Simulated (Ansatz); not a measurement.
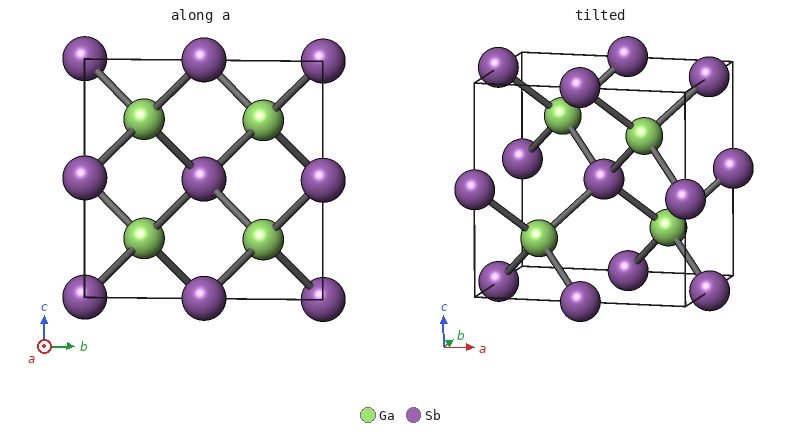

The figure gives a ball-and-stick picture of the atoms, viewed along the a axis and slightly off an axis. One drawn cell (a repeat of the simulation cell) is outlined, and atoms on its boundary appear in each equivalent place.

GaSb, a = 6.16 Å, b = 6.16 Å, c = 6.16 Å, α = 90.57°, β = 90.57°, γ = 90.57°.

The calculation used DFT, r2SCAN with spin-orbit coupling, plane waves, PAW in Ansatz 0.2.0, with an energy cutoff of 500 eV, k-points about 0.22 Å⁻¹ apart, Fermi-Dirac smearing of 0.02 eV, no moments seeded, so the run stays non-magnetic, spinor wavefunctions.

Question: Does it come out as a metal, or with a gap?

Answer: A semiconductor at this level, with a gap of 0.08 eV, indirect; the smallest direct gap is 0.09 eV.

Question: Would the cell expand or shrink if it could?

Answer: The computed pressure is -0.7 GPa (stretched: it would shrink).

The starting point was a structure type filled with these elements by a generator (whether the compound takes this form wasn't checked). The cell was then strained or its atoms displaced on purpose. A calculation with Ansatz used it as input.
